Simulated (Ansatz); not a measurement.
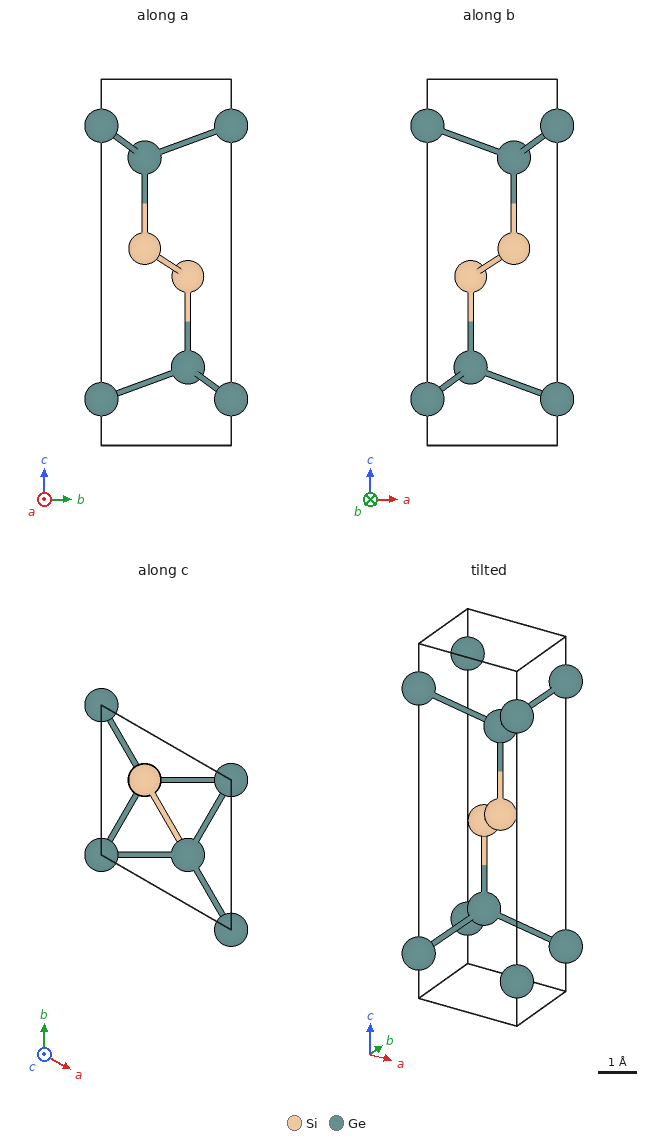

Structure drawing (ball-and-stick), viewed along the a axis, along the b axis, along the c axis and slightly off an axis. Lines trace the edges of the conventional unit cell.

Lattice parameters: a = 3.957 Å, b = 3.957 Å, c = 9.668 Å, α = 90.00°, β = 90.00°, γ = 120.00°.

Question: Put the structure into a table of Wyckoff sites, with free fractional coordinates to two decimals.

Answer: Space group P-3m1 (No. 164).
```csv
atom,site,x,y,z
Si,2d,0.6667,0.3333,0.54
Ge,2d,0.3333,0.6667,0.21
Ge,2c,0.00,0.00,0.87
```

Origin of the cell: a structure type filled with these elements by a generator (whether the compound takes this form wasn't checked). Earlier steps of the study, as a rule a relaxation of our own, may have changed the cell and positions, so they can lie some per cent off the listed ones. It went into a calculation with Ansatz.
